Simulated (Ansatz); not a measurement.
Consider Te (slab).

The calculation's input:

```
crystal:
  lattice:
    - [4.3165953902, 0.0, 0.0]
    - [0.0, 5.9691302701, 0.0]
    - [0.0, 0.0, 28.3438257303]
  atoms:
    - { symbol: Te, position: [0.6423770566, 0.0, 0.2646078928] }
    - { symbol: Te, position: [0.2152458868, 0.3333333333, 0.3021642543] }
    - { symbol: Te, position: [0.6423770566, 0.6666666667, 0.3397206159] }
    - { symbol: Te, position: [0.1423770566, 0.0, 0.3964983899] }
    - { symbol: Te, position: [0.7152458868, 0.3333333333, 0.4340547514] }
    - { symbol: Te, position: [0.1423770566, 0.6666666667, 0.471611113] }
    - { symbol: Te, position: [0.6423770566, 0.0, 0.528388887] }
    - { symbol: Te, position: [0.2152458868, 0.3333333333, 0.5659452486] }
    - { symbol: Te, position: [0.6423770566, 0.6666666667, 0.6035016101] }
    - { symbol: Te, position: [0.1423770566, 0.0, 0.6602793841] }
    - { symbol: Te, position: [0.7152458868, 0.3333333333, 0.6978357457] }
    - { symbol: Te, position: [0.1423770566, 0.6666666667, 0.7353921072] }
basis:
  ecutwfc: 420
kpoints:
  mp_grid: { grid: [8, 6, 1] }
hamiltonian:
  xc: pbe
  dispersion: d3bj
scf:
  occupations: { method: gaussian, width: 0.1 }
output:
  forces: true
  eigenvalues: true
  write_density: true
  write_potential: true
  elf: true
  volumetric_format: npy
relax:
  adjacent_minimum: "off"
  f_tol: 0.02
  max_steps: 60
efield:
  axis: 3
  dipole_correction: true
```

Launched as:

```sh
ansatz run input.yaml --threads 2 --pin off --max-ram 5120MiB --backend cpu --events-out ev --progress --plain --runs-dir out
```

The fields are those of the relaxed geometry.

Computed with DFT PBE+D3(BJ), scalar-relativistic, plane waves, PAW in Ansatz.

> Predict the valence pseudo-density and electron localisation function between the atoms.

Te–Te (2.85 Å): the density is about 0.4 e/Å³ at the midpoint; the ELF peaks at about 0.65 between the atoms.

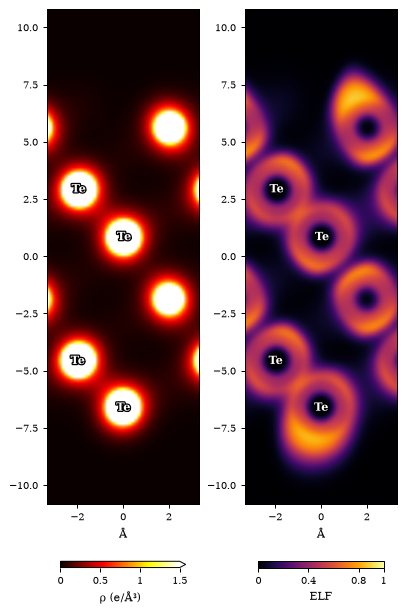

Computed valence pseudo-density and electron localisation function on the (100) plane of the calculation cell, a cut from vacuum to vacuum, in this order. Atoms just off the plane (Te, 0.4 Å away) can leave unmarked features too.

The density is the valence pseudo-density of a PAW calculation; it isn't the true density close to the nuclei.
